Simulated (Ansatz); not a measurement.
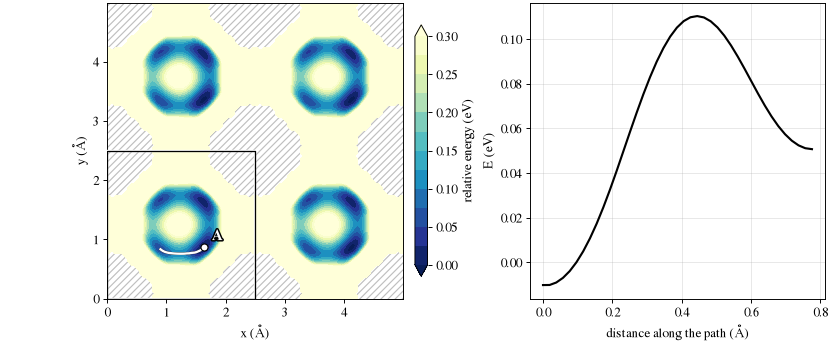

C (Fd-3m phase) with one H guest (13 atoms in the cell, cell charge +1). 
- A guest moved over a lattice plane through the rigid host; the plane is (0 0 1) of the conventional cell, through C7.
- Places are given modulo a cell vector. The map is drawn in real space over the plane of the scan.
- Nothing is relaxed (host rigid, guest held in the plane).
- Grid: 12 × 12 points; 101 points were computed and 6 follow by symmetry. At 37 points there is no value (left out of the scan, as a rule where atoms come close).
- All energies are given in eV per cell relative to the lowest grid point.
- The cell is charged on a uniform background, without a charge correction.
- Theory: DFT LDA, scalar-relativistic, plane waves, PAW (Ansatz). Settings: cutoff 420 eV, k-mesh 6×6×6, gaussian smearing 0.05 eV, no spin polarisation.

Drawn: filled contours, a line along the lowest path, the outline of one cell of the 2 × 2 shown, one colour for all values above the top of the scale, hatched blanks where no value was computed, the energy along the path at the right, the start A. Between grid points the surface is interpolated.

### Describe the path and its barrier.

The easiest path leads from the well at (8/12, 4/12) of the cell vectors [nearest 1 C at 1.18 Å] to the well at about (0.36, 0.33) of the cell vectors, about 0.061 eV higher. Its highest point lies about 0.12 eV above the bottom of the first well on the interpolated surface, at about (0.49, 0.30) of the cell vectors. Seen from the upper well the barrier is about 0.06 eV. This is the barrier on the constrained surface; relaxing the other coordinates would change it.

PAW datasets: the set soft_1.
